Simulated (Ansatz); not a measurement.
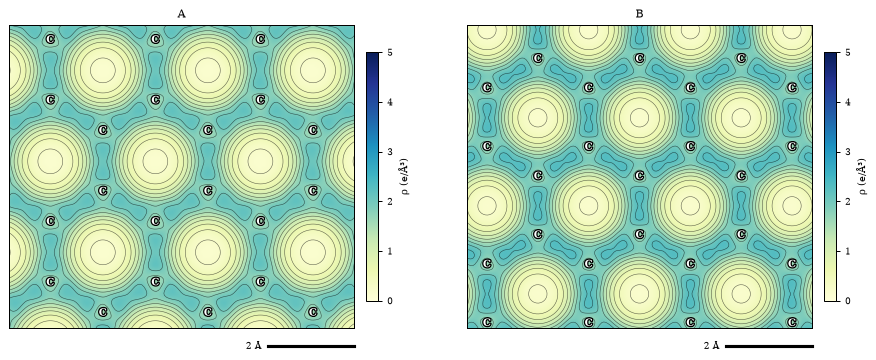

C. The valence electron density of two cells that differ in size, on the (001) plane of each (indices in the axes of the calculation cell), at one length scale and on one colour scale: A has 12.5 Å³ an atom and B 11.4.

The calculation used DFT LDA, scalar-relativistic, plane waves, PAW in Ansatz.

The density is the valence pseudo-density of a PAW calculation; it isn't the true density close to the nuclei.

The larger cell:

```cif
data_structure
_symmetry_space_group_name_H-M 'P 1'
_symmetry_Int_Tables_number 1
_cell_length_a 2.4446
_cell_length_b 2.4446
_cell_length_c 29.0883
_cell_angle_alpha 90.000
_cell_angle_beta 90.000
_cell_angle_gamma 120.000
_cell_volume 150.54
loop_
_atom_site_label
_atom_site_type_symbol
_atom_site_fract_x
_atom_site_fract_y
_atom_site_fract_z
_atom_site_occupancy
C1 C 0.66667 0.33333 0.00144 1
C2 C 0.66667 0.33333 0.50146 1
C3 C 0.66667 0.33333 0.72985 1
C4 C 0.66667 0.33333 0.22987 1
C5 C 0.00000 0.00000 0.61569 1
C6 C 0.33333 0.66667 0.22985 1
C7 C 0.00000 0.00000 0.11569 1
C8 C 0.66667 0.33333 0.61763 1
C9 C 0.33333 0.66667 0.72987 1
C10 C 0.33333 0.66667 0.11763 1
C11 C 0.33333 0.66667 0.50144 1
C12 C 0.33333 0.66667 0.00146 1
```

The smaller cell: a = 2.366 Å, b = 2.366 Å, c = 28.153 Å, α = 90.00°, β = 90.00°, γ = 120.00°.

### What does the compression do to the bonding and the properties?

From the larger cell to the smaller, C–C goes from 1.41 to 1.37 Å, and the density at its midpoint from 2.1 to 2.3 e/Å³; the pressure goes from −0.1 to 23 GPa.

PAW datasets: the set soft_1.
